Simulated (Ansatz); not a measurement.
## Electronic structure of MgSnN in real space

Input file:

```
crystal:
  lattice:
    - [3.9415468258, 0.0, 0.0]
    - [0.0, 3.9415468258, 0.0]
    - [0.0, 0.0, 7.3411177035]
  atoms:
    - { symbol: Mg, position: [0.5, 0.5, 0.0] }
    - { symbol: Mg, position: [0.5, 0.5, 0.5] }
    - { symbol: Sn, position: [0.0, 0.0, 0.75] }
    - { symbol: Sn, position: [0.0, 0.0, 0.25] }
    - { symbol: "N", position: [0.5, 0.0, 0.5] }
    - { symbol: "N", position: [0.0, 0.5, 0.0] }
basis:
  ecutwfc: 420
kpoints:
  mp_grid: { grid: [10, 10, 6] }
  band_path:
    path:
      - [[0.0, 0.0, 0.0], [0.0, 0.5, 0.0], [0.5, 0.5, 0.0], [0.0, 0.0, 0.0], [0.0, 0.0, 0.5], [0.0, 0.5, 0.5], [0.5, 0.5, 0.5], [0.0, 0.0, 0.5]]
      - [[0.0, 0.5, 0.0], [0.0, 0.5, 0.5]]
      - [[0.5, 0.5, 0.0], [0.5, 0.5, 0.5]]
    npoints: 14
hamiltonian:
  xc: pbe
scf:
  occupations: { method: gaussian, width: 0.1 }
  n_extra_bands: 15
output:
  forces: true
  stress: true
  eigenvalues: true
  populations: true
  dos: { projected: true, de: 0.02, nscf_kmesh: { grid: [12, 12, 8] } }
  bader: true
  write_density: true
  write_potential: true
  elf: true
  volumetric_format: npy
```

Run with:

```sh
ansatz run input.yaml --threads 1 --pin off --max-ram 2560MiB --backend cpu --events-out ev --progress --plain --runs-dir out
```

Below, planes, directions and counts refer to the conventional cell (a = 3.94 Å, b = 3.94 Å, c = 7.34 Å, α = 90.00°, β = 90.00°, γ = 90.00°).

Space group P4₂/mmc; a structure generated by program, which may or may not match a known phase.

Level of theory: Ansatz, DFT PBE, scalar-relativistic, plane waves, PAW.

In a PAW calculation such maps are meaningful between the atoms, not at the nuclei.

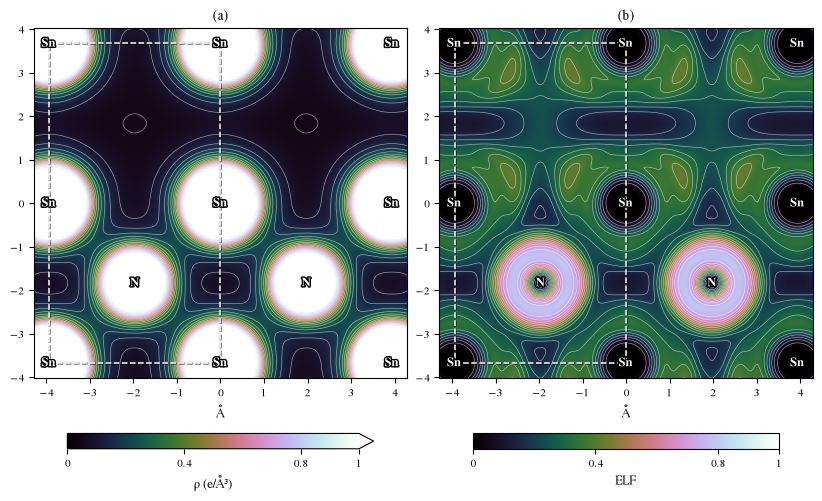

Figure 1. (a) valence charge density (pseudo); (b) electron localisation function on the (100) plane of the conventional cell.

> Interpret the plot.

The plane passes through Sn and N nuclei. Sn–N (2.69 Å): ρ at the midpoint is about 0.24 e/Å³; the ELF is about 0.25 at the midpoint; no shared electron pair shows on this line. Between the atoms the lowest density in this plane is 0.05 e/Å³.

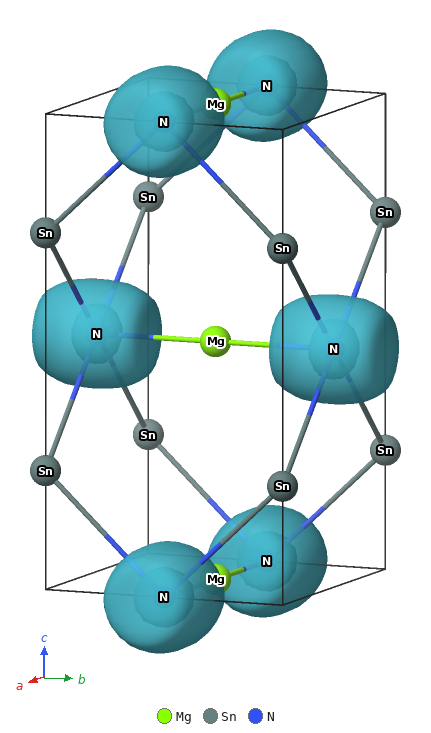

Figure 2. Isosurface of the ELF at 0.7 (cyan), seen slightly off an axis. Core shells and regions of very low density are left out. Sticks mark near contacts.

> Where are the electrons localised?

The ELF exceeds this value in two regions wrapped around N (the valence shell of each), counted in one cell of 6 atoms. Regions shared between cells count once. Along the contacts the grid gives the following. Mg–N (1.97 Å): the ELF peaks at about 0.90 in the valence shell of N, 0.7 Å from its nucleus, and is about 0.45 at the midpoint.

> Metal or insulator at this level of theory?

It is gapless in this calculation (a metal or semimetal).

> What Bader charges does the calculation give?

Electrons move from Mg towards N. Bader charges: Mg +1.56, Sn +0.19 and N −1.75 e.
